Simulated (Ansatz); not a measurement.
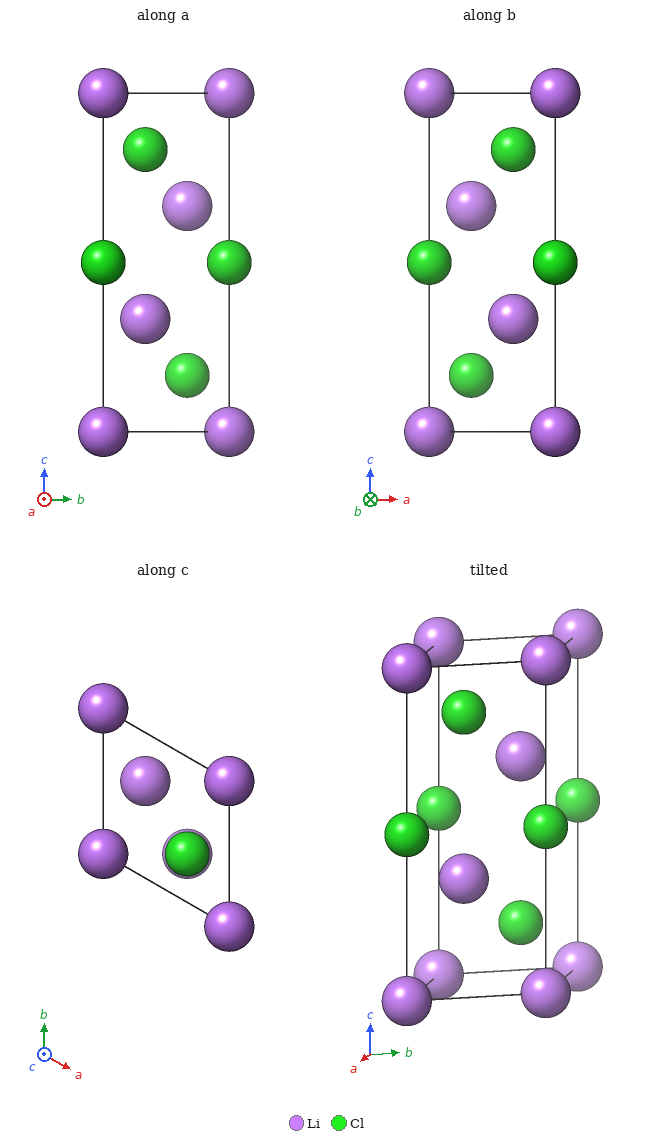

Spheres-only drawing of the structure, looking along the a axis, along the b axis, along the c axis and slightly off an axis. The box is the conventional unit cell; atoms on or close to its faces, edges and corners are drawn wherever they repeat.

Lattice parameters: a = 3.6148 Å, b = 3.6148 Å, c = 8.4117 Å, α = 90.000°, β = 90.000°, γ = 120.000°.

Question: From the views, write a CIF in P1 with every atom of the cell.

Answer:
```cif
data_structure
_symmetry_space_group_name_H-M 'P 1'
_symmetry_Int_Tables_number 1
_cell_length_a 3.6148
_cell_length_b 3.6148
_cell_length_c 8.4117
_cell_angle_alpha 90.000
_cell_angle_beta 90.000
_cell_angle_gamma 120.000
_cell_volume 95.19
loop_
_atom_site_label
_atom_site_type_symbol
_atom_site_fract_x
_atom_site_fract_y
_atom_site_fract_z
_atom_site_occupancy
Li1 Li 0.0000 0.0000 0.0000 1
Cl1 Cl 0.3333 0.6667 0.1667 1
Li2 Li 0.6667 0.3333 0.3333 1
Cl2 Cl 0.0000 0.0000 0.5000 1
Li3 Li 0.3333 0.6667 0.6667 1
Cl3 Cl 0.6667 0.3333 0.8333 1
```

It goes back to a structure type filled with these elements by a generator (whether the compound takes this form wasn't checked). The cell was then strained or its atoms displaced on purpose. It went into a calculation with Ansatz.
